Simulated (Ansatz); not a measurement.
## Geometry relaxation, with input and output: As (part 2 of 2)

Continued. System: As (Cmce, 4 atoms in the cell). Method: DFT PBE+D3(BJ), scalar-relativistic, plane waves, PAW, no spin polarisation (Ansatz 0.2.0); cutoff 420 eV, 12×12×10 k-mesh, Gaussian smearing of 0.1 eV. The structure was built on a prototype by a generator; it need not be a known phase.

Geometry of the input (Å; fractional positions):
```
1.8713  -5.4190  0.0000
1.8713  5.4190  0.0000
0.0000  0.0000  4.2735
As 0.8873  0.1127  0.0547
As 0.6127  0.3873  0.5547
As 0.1127  0.8873  0.9453
As 0.3873  0.6127  0.4453
```

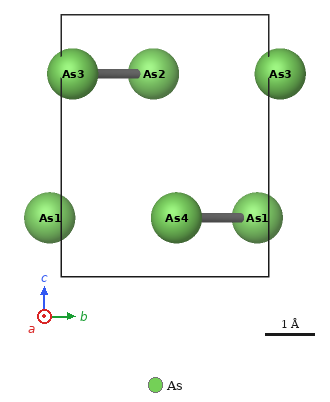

**Figure 1.** The geometry at step 2 of the log (ball-and-stick view of the reduced cell, along the a axis; atoms are numbered from 1 in the order of the input).

## Log, continued
```
SCF iter   1: F=—  HF=-19426.045310 eV  |F-HF|=—  |Δ(HF+E_count)|=         —  Δρ=1.19e-4  dr2=1.32e-5  ethr=2.13e-8  ⟨swp⟩=3.3  Hψ=44963  notcnv=0
preconditioner: auto → Kerker (q_TF=auto, 2.565 Å⁻¹)  [metal: Δε(μ)=0.015 eV  Ē_g=9.232 eV  σ=0.100 eV  W_gap=0.09  n_scr=26 (ndim 8)  ℏωp=17.8 eV  f_vac=0.000  D(μ)=0.24/eV (n_scr^D=0)]
SCF iter   2: F=—  HF=-19426.045298 eV  |F-HF|=—  |Δ(HF+E_count)|=   1.23e-5  Δρ=7.92e-5  dr2=6.74e-6  ethr=2.13e-8  ⟨swp⟩=1.0  Hψ=9288  notcnv=0
SCF iter   3: F=—  HF=-19426.045298 eV  |F-HF|=—  |Δ(HF+E_count)|=   4.30e-7  Δρ=1.41e-5  dr2=1.76e-7  ethr=1.12e-8  ⟨swp⟩=2.0  Hψ=11239  notcnv=0
SCF iter   4: F=—  HF=-19426.045298 eV  |F-HF|=—  |Δ(HF+E_count)|=  3.86e-10  Δρ=9.25e-6  dr2=5.88e-8  ethr=3.92e-11  ⟨swp⟩=8.4  Hψ=63822  notcnv=0
SCF iter   5: F=-19426.045298 eV  HF=-19426.045298 eV  |F-HF|=1.96e-10  |Δ(HF+E_count)|=   4.43e-8  Δρ=1.97e-6  dr2=5.91e-9  ethr=3.92e-11  ⟨swp⟩=7.4  Hψ=51508  notcnv=0
SCF 3 converged in 5 iterations: F = -19426.045298 eV  dr2 = 5.91e-9
relax step   3: F+E_penalty+E_count = -19426.04529782 eV  Δ(F+E_penalty+E_count) = -3.496e-5 eV  max|allowed force component| = 1.159e-2 eV/Å  Δτ_max = 0.0007 Å  P = +0.021 GPa  Ω = 86.875 Å³  energy of the carried Pulay correction = -2.980e-5 eV  (5 SCF iters, dr2 threshold 2.35e-8 eV, accepted)
Crystal: 4 atoms, lattice volume = 87.001 Å³
iter 1 solved again at ethr=1.34e-8 eV; its pass at ethr=3.10e-3 eV (dr2=8.07e-6 eV) is discarded
SCF iter   1: F=—  HF=-19426.045317 eV  |F-HF|=—  |Δ(HF+E_count)|=         —  Δρ=1.33e-4  dr2=7.75e-6  ethr=1.34e-8  ⟨swp⟩=2.6  Hψ=40989  notcnv=0
preconditioner: auto → Kerker (q_TF=auto, 2.564 Å⁻¹)  [metal: Δε(μ)=0.017 eV  Ē_g=9.229 eV  σ=0.100 eV  W_gap=0.09  n_scr=26 (ndim 8)  ℏωp=17.8 eV  f_vac=0.000  D(μ)=0.24/eV (n_scr^D=0)]
SCF iter   2: F=—  HF=-19426.045306 eV  |F-HF|=—  |Δ(HF+E_count)|=   1.12e-5  Δρ=7.63e-5  dr2=2.83e-6  ethr=1.29e-8  ⟨swp⟩=1.0  Hψ=9288  notcnv=0
SCF iter   3: F=—  HF=-19426.045306 eV  |F-HF|=—  |Δ(HF+E_count)|=   3.86e-7  Δρ=9.34e-6  dr2=6.57e-8  ethr=4.72e-9  ⟨swp⟩=2.2  Hψ=12542  notcnv=0
SCF iter   4: F=-19426.045306 eV  HF=-19426.045306 eV  |F-HF|=6.95e-9  |Δ(HF+E_count)|=  4.29e-10  Δρ=3.89e-6  dr2=1.25e-8  ethr=2.14e-11  ⟨swp⟩=7.0  Hψ=50885  notcnv=0
SCF 4 converged in 4 iterations: F = -19426.045306 eV  dr2 = 1.25e-8
  greatest PAW one-centre occupation: 0.999 electrons in one spin orbital (limit 2), on the As atom at site 3 (counted from 0), in its partial waves of l = 2
relax step   4: F+E_penalty+E_count = -19426.04530589 eV  Δ(F+E_penalty+E_count) = -8.072e-6 eV  max|allowed force component| = 4.094e-3 eV/Å  Δτ_max = 0.0017 Å  P = +0.006 GPa  Ω = 87.001 Å³  energy of the carried Pulay correction = -4.827e-5 eV  (4 SCF iters, dr2 threshold 1.28e-8 eV, accepted)
Initial wavefunctions: pseudopotential atomic-orbital guess (no wavefunctions were taken with the density)
iter 1 solved again at ethr=3.92e-8 eV; its pass at ethr=3.10e-3 eV (dr2=2.35e-5 eV) is discarded
SCF iter   1: F=—  HF=-19426.045366 eV  |F-HF|=—  |Δ(HF+E_count)|=         —  Δρ=1.18e-5  dr2=1.72e-8  ethr=3.92e-8  ⟨swp⟩=2.2  Hψ=55416  notcnv=0
SCF iter   2: F=—  HF=-19426.045357 eV  |F-HF|=—  |Δ(HF+E_count)|=   9.52e-6  Δρ=6.52e-6  dr2=1.08e-8  ethr=2.87e-11  ⟨swp⟩=2.1  Hψ=17073  notcnv=0
SCF iter   3: F=—  HF=-19426.045357 eV  |F-HF|=—  |Δ(HF+E_count)|=   2.49e-7  Δρ=2.23e-6  dr2=2.97e-9  ethr=1.80e-11  ⟨swp⟩=1.0  Hψ=9294  notcnv=0
SCF iter   4: F=—  HF=-19426.045357 eV  |F-HF|=—  |Δ(HF+E_count)|=   1.94e-8  Δρ=4.82e-7  dr2=2.11e-10  ethr=4.95e-12  ⟨swp⟩=2.1  Hψ=11308  notcnv=0
SCF iter   5: F=-19426.045357 eV  HF=-19426.045357 eV  |F-HF|=7.28e-12  |Δ(HF+E_count)|=   1.06e-9  Δρ=8.74e-8  dr2=1.95e-11  ethr=1.00e-12  ⟨swp⟩=4.2  Hψ=43700  notcnv=0
SCF 5 converged in 5 iterations: F = -19426.045357 eV  dr2 = 1.95e-11
relax step   5: F+E_penalty+E_count = -19426.04535707 eV  Δ(F+E_penalty+E_count) = -5.118e-5 eV  max|allowed force component| = 4.081e-3 eV/Å  Δτ_max = 0.0000 Å  P = +0.007 GPa  Ω = 87.001 Å³  stress off target by 1.19e-2 GPa  SCF on the basis re-selected at this cell (its energy is not comparable with the rows above)  (5 SCF iters)
basis re-selected at this cell: Δ(F+E_penalty+E_count) = -5.118e-5 eV, ΔP = +0.000 GPa vs the last step (what re-selecting the basis moved, of the pressure what is left beyond the Pulay correction that the steps carried, after the strain that the cell walked since its last selection, with what the two solves' SCF thresholds leave and, on support functions, any second-order correction that the steps lacked; it is no measure of the basis error at this ecutwfc). This SCF's stress stands 1.19e-2 GPa from its target on what of the cell is left free (relax.cell.stress_tol is 5.00e-2 GPa) and its largest allowed force component is 4.08e-3 eV/Å (relax.f_tol is 5.00e-3 eV/Å): within both
SCF converged after 5 iterations
Free energy (F): -19426.045357 eV
Harris-Foulkes:  -19426.045357 eV  (|F-HF|=7.28e-12)
Internal energy: -19426.044162 eV  (E = F + TS)
E sigma→0 (E₀):  -19426.044760 eV
Entropy (-TS):   -0.001195 eV (-0.299 meV/atom)
Fermi energy:    10.305334 eV
--- Per-component energies (eV) ---
  E_band       = -942.850400
  E_kinetic    = 410.699188
  E_local      = -6787.950469  (includes V_loc(G=0)·N_el)
  E_nonlocal   = -2682.730797
  E_hartree    = 3751.276802
  E_xc         = -317.180983
  E_vxc        = -317.200853  (∫ρ·V_xc dr)
  E_paw        = -7338.479600  (= ΣΔE_a)
  E_vpaw       = 931.778885  (= ΣTr[D̂ρ^β])
  E_aug_tail   = 0.000029  (compensation charges beyond the density's cutoff)
  E_ewald      = -6460.019357
  E_disp       = -1.658976  (pairwise vdW)
  E_smearing   = -0.001195  (= −TS)
  E_closure    = 0.000000  (closes the sum)
  Σ components = -19426.045357   (vs F -19426.045357, Δ=0.00e0)
--- Forces (eV/Å), atoms counted from 1 ---
  atom   1  As     0.00000000     0.00180266    -0.00408055
  atom   2  As     0.00000000    -0.00180266    -0.00408055
  atom   3  As    -0.00000000    -0.00180266     0.00408055
  atom   4  As    -0.00000000     0.00180266     0.00408055
  max |Σ_I F_I| component: 0.00e0 eV/Å
--- Stress (GPa, compression-positive) ---
        0.005954      -0.000000       0.000000
       -0.000000       0.002792       0.000000
        0.000000       0.000000       0.011868
  P = ⅓ Tr σ = 0.0069 GPa (0.069 kbar)
--- Band table (eV; the first three rows and the last of 258) ---
  k-point 0: bands = ["-25.7299", "-25.7278", "-25.7085", "-25.6842", "-25.6791", "-25.6497", "-25.6495", "-25.6468", "-25.6322", "-25.6228", "-25.6143", "-25.6132", "-25.6019", "-25.5990", "-25.5918", "-25.5859", "-25.5698", "-25.5608", "-25.5590", "-25.5423", "-4.4978", "-1.5581", "1.1473", "4.1308", "4.3792", "6.0699", "7.0042", "8.0516", "8.2887", "9.4070", "12.2880", "12.6902", "12.7840", "13.9048", "15.1690", "15.4548"]
  k-point 1: bands = ["-25.7291", "-25.7270", "-25.7076", "-25.6842", "-25.6789", "-25.6526", "-25.6491", "-25.6454", "-25.6338", "-25.6213", "-25.6154", "-25.6114", "-25.6024", "-25.5988", "-25.5914", "-25.5855", "-25.5700", "-25.5615", "-25.5598", "-25.5432", "-4.4329", "-1.5797", "1.0077", "3.9862", "4.3347", "6.3062", "7.0670", "8.0936", "8.5222", "9.1343", "12.3005", "12.6888", "12.9763", "13.5950", "14.7974", "15.3676"]
  k-point 2: bands = ["-25.7269", "-25.7249", "-25.7051", "-25.6844", "-25.6782", "-25.6583", "-25.6482", "-25.6430", "-25.6369", "-25.6183", "-25.6182", "-25.6077", "-25.6038", "-25.5986", "-25.5901", "-25.5842", "-25.5703", "-25.5633", "-25.5620", "-25.5460", "-4.2401", "-1.6928", "0.7552", "3.4010", "4.5149", "6.8533", "7.2498", "8.2033", "8.5441", "9.0700", "12.2748", "12.3827", "12.9298", "13.5180", "13.9966", "15.4332"]
  k-point 257: bands = ["-25.7199", "-25.7199", "-25.6921", "-25.6921", "-25.6733", "-25.6733", "-25.6459", "-25.6459", "-25.6308", "-25.6308", "-25.6088", "-25.6088", "-25.5996", "-25.5996", "-25.5825", "-25.5825", "-25.5679", "-25.5679", "-25.5631", "-25.5631", "-2.7841", "-2.7841", "0.4196", "0.4196", "8.0284", "8.0284", "8.5885", "8.5885", "9.1930", "9.1930", "11.7539", "11.7539", "12.0715", "12.0715", "12.6012", "12.6012"]
--- Relaxed structure (4 steps of the walk, 4 accepted, 1 SCFs on fresh bases) ---
  F+E_penalty+E_count = -19426.04535707 eV   max|allowed force component| = 4.081e-3 eV/Å   (the final SCF, on the basis selected at the relaxed cell)
  cell:  # Å, volume = 87.0014 Å³
    - [1.8673970466946372, -5.415587234717469, -1.606723249554687e-33]
    - [1.8673970466946372, 5.415587234717469, -4.908330964179049e-33]
    - [-7.06723570263306e-33, -1.3018592083797743e-33, 4.301440484660165]
  atoms:
    - { symbol: As, position: [0.8873935503735759, 0.11260644962642397, 0.055761283517571494] }
    - { symbol: As, position: [0.612606449626424, 0.38739355037357603, 0.5557612835175715] }
    - { symbol: As, position: [0.11260644962642397, 0.8873935503735759, 0.9442387164824285] }
    - { symbol: As, position: [0.38739355037357603, 0.612606449626424, 0.4442387164824285] }
```

## Trajectory as extended XYZ (Å, eV, eV/Å), 5 frames, from step=1 to step=5
```
4
Lattice="1.8713 -5.4190 0.0000 1.8713 5.4190 0.0000 0.0000 0.0000 4.2735" Properties=species:S:1:pos:R:3:forces:R:3 step=1 energy=-19426.04498 pressure_GPa=0.01
As    1.8713   -4.1971    0.2338    0.0000  -0.0147   0.0007
As    1.8713   -1.2218    2.3705    0.0000   0.0147   0.0007
As    1.8713    4.1971    4.0398    0.0000   0.0147  -0.0007
As    1.8713    1.2218    1.9030    0.0000  -0.0147  -0.0007
4
Lattice="1.8703 -5.4157 0.0000 1.8703 5.4157 0.0000 0.0000 0.0000 4.2906" Properties=species:S:1:pos:R:3:forces:R:3 step=2 energy=-19426.04526 pressure_GPa=-0.03
As    1.8703   -4.1957    0.2373    0.0000   0.0004   0.0050
As    1.8703   -1.2200    2.3826    0.0000  -0.0004   0.0050
As    1.8703    4.1957    4.0533    0.0000  -0.0004  -0.0050
As    1.8703    1.2200    1.9080    0.0000   0.0004  -0.0050
4
Lattice="1.8671 -5.4119 0.0000 1.8671 5.4119 0.0000 0.0000 0.0000 4.2988" Properties=species:S:1:pos:R:3:forces:R:3 step=3 energy=-19426.04530 pressure_GPa=0.02
As    1.8671   -4.1923    0.2382    0.0000   0.0024   0.0116
As    1.8671   -1.2197    2.3876    0.0000  -0.0024   0.0116
As    1.8671    4.1923    4.0606    0.0000  -0.0024  -0.0116
As    1.8671    1.2197    1.9112    0.0000   0.0024  -0.0116
4
Lattice="1.8674 -5.4156 0.0000 1.8674 5.4156 0.0000 0.0000 0.0000 4.3014" Properties=species:S:1:pos:R:3:forces:R:3 step=4 energy=-19426.04531 pressure_GPa=0.01
As    1.8674   -4.1959    0.2399    0.0000   0.0018  -0.0041
As    1.8674   -1.2197    2.3906    0.0000  -0.0018  -0.0041
As    1.8674    4.1959    4.0616    0.0000  -0.0018   0.0041
As    1.8674    1.2197    1.9109    0.0000   0.0018   0.0041
4
Lattice="1.8674 -5.4156 0.0000 1.8674 5.4156 0.0000 0.0000 0.0000 4.3014" Properties=species:S:1:pos:R:3:forces:R:3 step=5 energy=-19426.04536 pressure_GPa=0.01
As    1.8674   -4.1959    0.2399    0.0000   0.0018  -0.0041
As    1.8674   -1.2197    2.3906    0.0000  -0.0018  -0.0041
As    1.8674    4.1959    4.0616    0.0000  -0.0018   0.0041
As    1.8674    1.2197    1.9109    0.0000   0.0018   0.0041
```

## Summary

```tsv
quantity	value
outcome	converged
space group (tolerance 0.01 Å)	Cmce (64)
electrons treated	60
free energy	−19426.0454 eV
Fermi energy	10.305 eV
gap on the k-point mesh	none (metallic)
pressure	0.01 GPa
final volume	87.00 Å³
largest force (length of the vector) at the end	0.004 eV/Å
final cell	a = 5.729 Å, b = 5.729 Å, c = 4.301 Å, α = 90.00°, β = 90.00°, γ = 141.95°
hardware	4 threads of Intel Xeon @ 2.50GHz (Skylake/Cascade Lake), 64 GiB of memory available, shared host
wall time	67 s (CPU time 4.2 min)
peak memory	0.92 GiB
```
